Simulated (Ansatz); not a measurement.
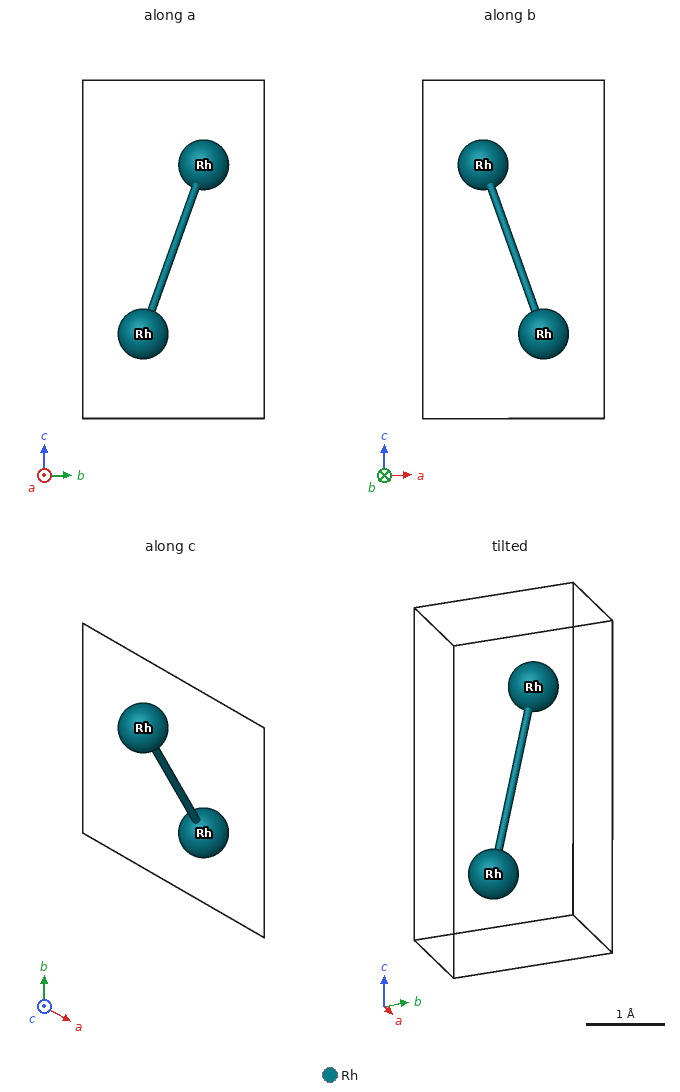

Figure: ball-and-stick view along the a axis, along the b axis, along the c axis and slightly off an axis. The parallelepiped is the unit cell.

Lattice parameters: a = 2.7008 Å, b = 2.7014 Å, c = 4.3573 Å, α = 90.023°, β = 89.955°, γ = 119.993°.

### Express the structure as a CIF in P1 with every atom of the cell.

```cif
data_structure
_symmetry_space_group_name_H-M 'P 1'
_symmetry_Int_Tables_number 1
_cell_length_a 2.7008
_cell_length_b 2.7014
_cell_length_c 4.3573
_cell_angle_alpha 90.023
_cell_angle_beta 89.955
_cell_angle_gamma 119.993
_cell_volume 27.53
loop_
_atom_site_label
_atom_site_type_symbol
_atom_site_fract_x
_atom_site_fract_y
_atom_site_fract_z
_atom_site_occupancy
Rh1 Rh 0.3332 0.6668 0.7500 1
Rh2 Rh 0.6663 0.3332 0.2500 1
```

Provenance: a structure type filled with this element by a generator (whether the element takes this form wasn't checked). Cell shown after relaxation with DFT, m-r2SCAN, plane waves (500 eV) with PAW, scalar-relativistic in Ansatz.
